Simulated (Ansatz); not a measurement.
**Geometry relaxation, with input and output: PdSi₃₁ (charge −1) (part 1 of 3)**

PdSi₃₁ (defect cell, 32 atoms in the cell, total charge −1), computed with DFT LDA, scalar-relativistic, plane waves, PAW, spin-polarised (Ansatz 0.2.0).

The structure derives from a Materials Project entry. It belongs to a series of runs on one base structure; here: Pd on a Si site (a), charge -1, atoms relaxed at the host's cell.

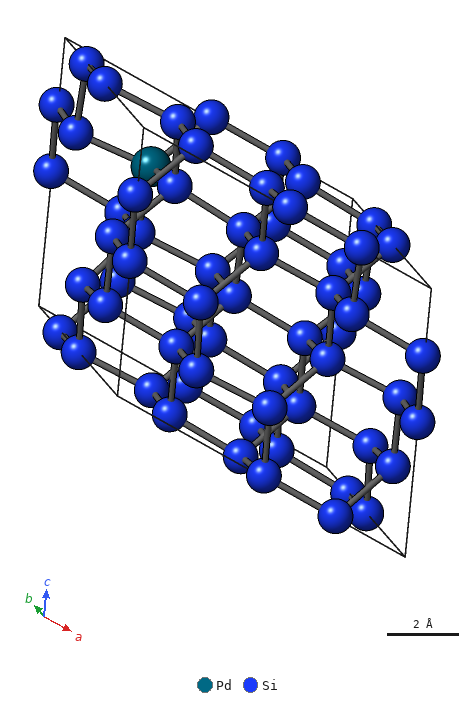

Fig. 1: The structure as given in the input (ball-and-stick view of the cell of the calculation, seen slightly off an axis).

**Results in brief**

```csv
quantity,value
outcome,converged
electrons treated,143
free energy,−25705.0320 eV
Fermi energy,6.764 eV
gap on the k-point mesh,none (metallic)
net moment of the cell,0.00 μB
integrated absolute moment,0.00 μB
final volume,630.54 Å³
largest force (length of the vector) at the end,0.021 eV/Å
hardware,"4 threads of Intel Xeon @ 2.10GHz (Emerald Rapids), 189 GiB of memory available, shared host"
wall time,12 min (CPU time 42 min)
peak memory,2.5 GiB
```

**Remarks**

Warnings of the run: some starting moments were not kept.

**The input**
```yaml
crystal:
  lattice:
    - [-5.401942276, -5.401942276, 5.401942276]
    - [5.401942276, -5.401942276, -5.401942276]
    - [5.401942276, 5.401942276, 5.401942276]
  atoms:
    - { symbol: Pd, position: [0.2546259144, 0.7546523985, 0.754242368], spin: 0.2 }
    - { symbol: Si, position: [0.0079004384, 0.7507650303, -0.0098063235] }
    - { symbol: Si, position: [0.5066459292, 0.4998607383, 0.7553463423] }
    - { symbol: Si, position: [0.2552546691, 0.4998154335, 0.0069872138] }
    - { symbol: Si, position: [-0.0062092971, 0.4991844254, 0.2429817022] }
    - { symbol: Si, position: [0.750269074, 0.7507848221, 0.2503994779] }
    - { symbol: Si, position: [0.4899740757, 0.7508601488, 0.508150474] }
    - { symbol: Si, position: [-0.0055464827, 0.0022450584, 0.7455433994] }
    - { symbol: Si, position: [0.7502950713, 0.250780916, 0.7504501376] }
    - { symbol: Si, position: [0.4925749566, 0.2327534607, -0.0072527369] }
    - { symbol: Si, position: [0.2502955263, 0.2508572521, 0.2504417436] }
    - { symbol: Si, position: [0.0105038287, 0.2687143486, 0.5107440643] }
    - { symbol: Si, position: [0.7427925149, 0.4992537259, 0.4939373203] }
    - { symbol: Si, position: [0.7578047645, 0.0018307368, 0.0063787679] }
    - { symbol: Si, position: [0.5061601873, 0.0017634803, 0.2578518256] }
    - { symbol: Si, position: [0.2453827323, 0.0025042614, 0.4944604789] }
    - { symbol: Si, position: [0.2302195133, 0.7511623099, 0.4950614245], spin: 0.2 }
    - { symbol: Si, position: [-0.0072804739, 0.7465242862, 0.7262235725], spin: 0.2 }
    - { symbol: Si, position: [0.4961786189, 0.501043598, 0.5024105807] }
    - { symbol: Si, position: [0.2705237799, 0.5178174675, 0.7705562169], spin: 0.2 }
    - { symbol: Si, position: [0.0022818625, 0.5009936798, -0.0036303166] }
    - { symbol: Si, position: [0.7587126164, 0.750787807, 0.0011804466] }
    - { symbol: Si, position: [0.5011260587, 0.7508516795, 0.2590263602] }
    - { symbol: Si, position: [-0.000532447, 0.0084828381, 0.4996719563] }
    - { symbol: Si, position: [0.7545301783, 0.2568895585, 0.5045180076] }
    - { symbol: Si, position: [0.4983244962, 0.24479557, 0.748707468] }
    - { symbol: Si, position: [0.2485081274, 0.2447267862, -0.0015041136] }
    - { symbol: Si, position: [0.004408782, 0.2568402103, 0.2547772076] }
    - { symbol: Si, position: [0.7417191057, 0.4930284138, 0.2418603951] }
    - { symbol: Si, position: [0.7460581633, 0.0005859387, 0.7522295336] }
    - { symbol: Si, position: [0.5058360357, -0.008590219, 0.0097206781], spin: 0.2 }
    - { symbol: Si, position: [0.2520474051, 0.0006921639, 0.2460996771] }
  host:
    lattice:
      - [0.0, 2.700971138, 2.700971138]
      - [2.700971138, 0.0, 2.700971138]
      - [2.700971138, 2.700971138, 0.0]
    atoms:
      - { symbol: Si, position: [0.75, 0.75, 0.75] }
      - { symbol: Si, position: [0.5, 0.5, 0.5] }
total_charge: -1
basis:
  ecutwfc: 420
  xc_grid: 2
kpoints:
  mp_grid: { grid: [3, 3, 3], shift: [0.0, 0.0, 0.0] }
hamiltonian:
  xc: lda
scf:
  occupations: { method: gaussian, width: 0.02 }
output:
  forces: true
  stress: false
  eigenvalues: true
  populations: true
  charged_corrections:
    defect_position: [0.25, 0.75, 0.75]
    epsilon: [[13.2637, 0.0, 0.0], [0.0, 13.2637, 0.0], [0.0, 0.0, 13.2637]]
  write_density: true
  write_potential: true
  elf: true
  volumetric_format: npy
magnetization:
  spin_polarized: true
relax:
  adjacent_minimum: "off"
  f_tol: 0.025
  max_steps: 45
```

Launched with:
```bash
ansatz run input.yaml --threads 4 --pin off --max-ram 8192MiB --backend cpu --events-out ev --progress --plain --runs-dir out
```

**The program's output**
```
Engine: ansatz 0.2.0, x86_64-unknown-linux-gnu
Pseudopotentials: kind: paw
Pseudopotential: Pd, paw, valence charge 18, recommended cutoff 420 eV (normal), Pd.paw.azcp
Pseudopotential: Si, paw, valence charge 4, recommended cutoff 420 eV (normal), Si.paw.azcp
Functional definition: SPW92
  exchange = slater_x
  correlation = pw_c
Crystal: 32 atoms, lattice volume = 630.536 Å³
Basis set: ecut = 420 eV, 12215 PW (Γ), exchange–correlation on 128×128×128 points (8 copies of the dense FFT grid, shifted against one another)
Bands: 104, of which v1, the nominal top of the filled ones, is band 72 counted from 1 (71 counted from 0)
Symmetry: 1 space group operations
Space group: P1 (ITA 1), of the structure as read, at distance tolerance 8.6e-5 Å
Magnetic group: BNS 1.1 (UNI 1), of the structure as read, at distance tolerance 8.6e-5 Å
k-points: 14 of 27 (time reversal used)
Non-local potential: Pd, projectors of the file, l = 0: 2, l = 1: 2, l = 2: 2, l = 3: 1
Non-local potential: Si, projectors of the file, l = 0: 2, l = 1: 2, l = 2: 2
PAW form: soft (Blöchl's): semilocal exchange-correlation on the pseudo side does not see the compensation charge
PAW frozen core: Pd, regenerated for the run's functional, and the local potential with it (the file was generated under x = pbe(κ = 0.804, μ = 0.2195149727645171), c = pbe(β = 0.06672455060314922))
PAW frozen core: Si, regenerated for the run's functional, and the local potential with it (the file was generated under x = pbe(κ = 0.804, μ = 0.2195149727645171), c = pbe(β = 0.06672455060314922))
PAW one-centre angular grid: Pd, 590 points (default); XC on 64 Gauss nodes
PAW one-centre angular grid: Si, 110 points (default); XC on 64 Gauss nodes
Initial density: superposition of atomic densities (chi_scale 0.1, normalization cell)
Starting moments: Σ|m| = 1 μB on 5 of 32 sites
Initial wavefunctions: pseudopotential atomic-orbital guess
Functional: x = slater, c = lda
SCF iter   1: F=—  HF=-25720.848852 eV  |F-HF|=—  |Δ(HF+E_count)|=         —  Δρ=6.40e-2 (↑6.40e-2 ↓6.15e-2)  dr2=2.18e2  dr2_m=2.56e-2  M=0.109 μB ∫|m|=0.293 μB  β_m=0.30  ethr=3.10e-3  ⟨swp⟩=6.9  Hψ=14016  notcnv=0  defer=192
preconditioner: auto → Resta (q_TF=auto, 2.131 Å⁻¹)  ε∞=5.9  [insulator: Δε(μ)=0.033 eV  Ē_g=7.751 eV  σ=0.020 eV  W_gap=0.67  n_scr=86 (ndim 8)  ℏωp=17.2 eV  f_vac=0.000  D(μ)=4.90/eV (n_scr^D=18)  ε∞_Penn≈5.9]
spin=Collinear: Resta preconditioning applied to the charge; magnetization (m = ρ↑ − ρ↓) channel mixes plain (no charge-response kernel on spin).
SCF iter   2: F=—  HF=-25711.563313 eV  |F-HF|=—  |Δ(HF+E_count)|=    9.29e0  Δρ=3.05e-2 (↑2.82e-2 ↓3.05e-2)  dr2=2.97e1  dr2_m=1.60e-2  M=0.463 μB ∫|m|=0.470 μB  β_m=0.30  ethr=3.10e-3  ⟨swp⟩=3.9  Hψ=7513  notcnv=0  defer=712
SCF iter   3: F=—  HF=-25707.070766 eV  |F-HF|=—  |Δ(HF+E_count)|=    4.49e0  Δρ=1.75e-2 (↑1.61e-2 ↓1.75e-2)  dr2=9.51e0  dr2_m=9.37e-3  M=0.285 μB ∫|m|=0.298 μB  β_m=0.30  ethr=3.10e-3  ⟨swp⟩=2.9  Hψ=5679  notcnv=0  defer=704
SCF iter   4: F=—  HF=-25706.809009 eV  |F-HF|=—  |Δ(HF+E_count)|=   2.62e-1  Δρ=2.05e-2 (↑2.05e-2 ↓1.91e-2)  dr2=1.60e1  dr2_m=6.43e-3  M=0.110 μB ∫|m|=0.141 μB  β_m=0.30  ethr=3.10e-3  ⟨swp⟩=4.3  Hψ=6231  notcnv=0  defer=718
SCF iter   5: F=—  HF=-25705.247746 eV  |F-HF|=—  |Δ(HF+E_count)|=    1.56e0  Δρ=7.00e-3 (↑5.74e-3 ↓7.00e-3)  dr2=1.79e0  dr2_m=4.11e-3  M=0.122 μB ∫|m|=0.136 μB  β_m=0.30  ethr=3.10e-3  ⟨swp⟩=3.1  Hψ=6814  notcnv=0  defer=707
SCF iter   6: F=—  HF=-25704.962548 eV  |F-HF|=—  |Δ(HF+E_count)|=   2.85e-1  Δρ=2.13e-3 (↑1.51e-3 ↓2.13e-3)  dr2=1.54e-1  dr2_m=2.00e-3  M=0.112 μB ∫|m|=0.124 μB  β_m=0.30  ethr=1.25e-3  ⟨swp⟩=2.5  Hψ=3553  notcnv=0  defer=707
SCF iter   7: F=—  HF=-25704.942976 eV  |F-HF|=—  |Δ(HF+E_count)|=   1.96e-2  Δρ=7.20e-4 (↑3.42e-4 ↓7.20e-4)  dr2=4.44e-3  dr2_m=1.14e-3  M=0.096 μB ∫|m|=0.105 μB  β_m=0.30  ethr=1.07e-4  ⟨swp⟩=2.9  Hψ=4576  notcnv=0  defer=714
Mixer restart at iter 7: flushing history
spin-set hold released at iteration 7 (site moments contracting): the magnetisation degrees of freedom join the quasi-Newton model from the next iteration; the mixer history was flushed
SCF iter   8: F=—  HF=-25704.943058 eV  |F-HF|=—  |Δ(HF+E_count)|=   8.21e-5  Δρ=4.03e-4 (↑3.61e-4 ↓4.03e-4)  dr2=9.41e-4  dr2_m=6.81e-4  M=0.082 μB ∫|m|=0.089 μB  β_m=0.44  ethr=3.10e-6  ⟨swp⟩=2.0  Hψ=4239  notcnv=0  defer=714
SCF iter   9: F=—  HF=-25704.943444 eV  |F-HF|=—  |Δ(HF+E_count)|=   3.86e-4  Δρ=2.68e-4 (↑1.77e-4 ↓2.68e-4)  dr2=3.12e-4  dr2_m=2.35e-4  M=0.060 μB ∫|m|=0.065 μB  β_m=0.55  ethr=6.58e-7  ⟨swp⟩=2.0  Hψ=3418  notcnv=0  defer=714
SCF iter  10: F=—  HF=-25704.943716 eV  |F-HF|=—  |Δ(HF+E_count)|=   2.73e-4  Δρ=7.12e-5 (↑7.12e-5 ↓6.68e-5)  dr2=1.79e-5  dr2_m=2.44e-5  M=0.030 μB ∫|m|=0.033 μB  β_m=0.74  ethr=2.18e-7  ⟨swp⟩=2.0  Hψ=4199  notcnv=0  defer=714
SCF iter  11: F=—  HF=-25704.943768 eV  |F-HF|=—  |Δ(HF+E_count)|=   5.16e-5  Δρ=2.67e-5 (↑2.07e-5 ↓2.67e-5)  dr2=3.48e-6  dr2_m=2.95e-6  M=0.012 μB ∫|m|=0.013 μB  β_m=0.85  ethr=1.09e-8  ⟨swp⟩=21.4  Hψ=28516  notcnv=0
SCF iter  12: F=—  HF=-25704.943775 eV  |F-HF|=—  |Δ(HF+E_count)|=   6.63e-6  Δρ=1.20e-5 (↑1.20e-5 ↓9.73e-6)  dr2=5.02e-7  dr2_m=6.37e-7  M=0.006 μB ∫|m|=0.006 μB  β_m=0.92  ethr=2.43e-9  ⟨swp⟩=11.0  Hψ=19714  notcnv=0
SCF iter  13: F=—  HF=-25704.943776 eV  |F-HF|=—  |Δ(HF+E_count)|=   1.71e-6  Δρ=4.09e-6 (↑4.09e-6 ↓3.92e-6)  dr2=1.65e-7  dr2_m=6.52e-8  M=0.002 μB ∫|m|=0.002 μB  β_m=0.96  ethr=3.51e-10  ⟨swp⟩=9.6  Hψ=18030  notcnv=0
SCF iter  14: F=-25704.943776 eV  HF=-25704.943777 eV  |F-HF|=4.65e-9  |Δ(HF+E_count)|=   1.59e-7  Δρ=7.81e-7 (↑7.81e-7 ↓7.80e-7)  dr2=1.06e-8  dr2_m=2.52e-9  M=0.000 μB ∫|m|=0.000 μB  ethr=1.16e-10  ⟨swp⟩=8.5  Hψ=15331  notcnv=0
WARN: the starting moments were not kept: the SCF closed with an absolute magnetisation of 2.5e-4 μB, where they sum to 1 μB in size (5 sites). That is at most 0.1 of that sum. Measured as dr2_m measures the in/out step, that magnetisation stands 2.0e-9 eV from none, at or under the dr2_threshold of 1.6e-5 eV: it is no larger than a step whose dr2_m would equal this threshold. The system may hold no moment; this SCF shows only that its start led to no more than that. To try another start: raise the starting moments (crystal.atoms[].spin, magnetization.per_species, magnetization.initial_magnetization, or on a non-collinear deck that types none of these the spinor_matrix: blocks that start its atoms; where the total moment is fixed, keep their sum and leave initial_magnetization as it is; typed ones take the place of any that the run laid by itself, positive ones on a crystal's lanthanoids without a Hubbard term where scf.initial_density.shell_occupations: [] is typed) or, if the notice of its spin-set hold's release reads "site moments contracting" or "site moments show no strong build", lengthen the hold (scf.mixing.spin_hold: { on: { confirm: 4 } }; for m-r²SCAN on two components see the key's manual first). Each may lead to a state that holds a moment. A second SCF, from the converged charge density, with the starting moments and any scf.initial_density.shell_occupations laid on it anew, would have followed, and was not run: the deck does not ask for one (magnetization.retry_lost_moments is false, the default). To let it run, set magnetization.retry_lost_moments: true and run the deck again, where that key's refused combinations let it; where memory then withholds it, that run's warning says so.
SCF 1 converged in 14 iterations: F = -25704.943776 eV  dr2 = 1.06e-8
  greatest PAW one-centre occupation: 0.998 electrons in one spin orbital (limit 2), on the Pd atom at site 0 (counted from 0), in its partial waves of l = 0
relax step   1: F+E_penalty+E_count = -25704.94377650 eV  Δ(F+E_penalty+E_count) = +0.000e0 eV  max|allowed force component| = 7.207e-1 eV/Å  Δτ_max = 0.0000 Å  (14 SCF iters, dr2 threshold 1.56e-5 eV, accepted)
Initial density: handed on by an earlier stage of this run
Starting moments: Σ|m| = 1 μB on 5 of 32 sites; this step starts from the density that it was given
Initial wavefunctions: those handed on with the density
iter 1 solved again at ethr=1.21e-5 eV; its pass at ethr=3.10e-3 eV (dr2=1.73e-2 eV) is discarded
SCF iter   1: F=—  HF=-25705.024217 eV  |F-HF|=—  |Δ(HF+E_count)|=         —  Δρ=9.84e-4 (↑9.84e-4 ↓9.79e-4)  dr2=2.02e-2  dr2_m=4.64e-5  M=0.006 μB ∫|m|=0.010 μB  β_m=0.30  ethr=1.21e-5  ⟨swp⟩=3.0  Hψ=8905  notcnv=0  defer=718
preconditioner: auto → Resta (q_TF=auto, 2.131 Å⁻¹)  ε∞=5.9  [insulator: Δε(μ)=0.072 eV  Ē_g=7.725 eV  σ=0.020 eV  W_gap=0.79  n_scr=86 (ndim 8)  ℏωp=17.2 eV  f_vac=0.000  D(μ)=12.72/eV (n_scr^D=78)  ε∞_Penn≈5.9]
spin=Collinear: Resta preconditioning applied to the charge; magnetization (m = ρ↑ − ρ↓) channel mixes plain (no charge-response kernel on spin).
SCF iter   2: F=—  HF=-25705.021351 eV  |F-HF|=—  |Δ(HF+E_count)|=   2.87e-3  Δρ=6.71e-4 (↑6.71e-4 ↓6.69e-4)  dr2=8.09e-3  dr2_m=2.49e-5  M=0.005 μB ∫|m|=0.008 μB  β_m=0.53  ethr=1.21e-5  ⟨swp⟩=2.0  Hψ=2796  notcnv=0  defer=718
SCF iter   3: F=—  HF=-25705.019941 eV  |F-HF|=—  |Δ(HF+E_count)|=   1.41e-3  Δρ=3.39e-4 (↑3.39e-4 ↓3.38e-4)  dr2=3.45e-3  dr2_m=2.52e-6  M=0.003 μB ∫|m|=0.004 μB  β_m=0.47  ethr=5.66e-6  ⟨swp⟩=2.0  Hψ=3794  notcnv=0  defer=718
SCF iter   4: F=—  HF=-25705.019407 eV  |F-HF|=—  |Δ(HF+E_count)|=   5.34e-4  Δρ=5.94e-5 (↑5.94e-5 ↓5.93e-5)  dr2=7.40e-5  dr2_m=2.55e-7  M=0.003 μB ∫|m|=0.003 μB  β_m=0.61  ethr=2.41e-6  ⟨swp⟩=2.0  Hψ=3268  notcnv=0  defer=718
SCF iter   5: F=-25705.019399 eV  HF=-25705.019402 eV  |F-HF|=3.21e-6  |Δ(HF+E_count)|=   5.63e-6  Δρ=1.39e-5 (↑1.39e-5 ↓1.31e-5)  dr2=6.03e-6  dr2_m=3.85e-8  M=0.002 μB ∫|m|=0.002 μB  ethr=2.27e-8  ⟨swp⟩=19.4  Hψ=25961  notcnv=0
the starting moments were not kept: the SCF closed with an absolute magnetisation of 1.7e-3 μB, where they sum to 1 μB in size (5 sites). That is at most 0.1 of that sum. Measured as dr2_m measures the in/out step, that magnetisation stands 6.8e-8 eV from none, at or under the dr2_threshold of 3.2e-5 eV: it is no larger than a step whose dr2_m would equal this threshold.
SCF 2 converged in 5 iterations: F = -25705.019399 eV  dr2 = 6.03e-6
[... from here on the iterations of each SCF are left out, up to the last one ...]
```
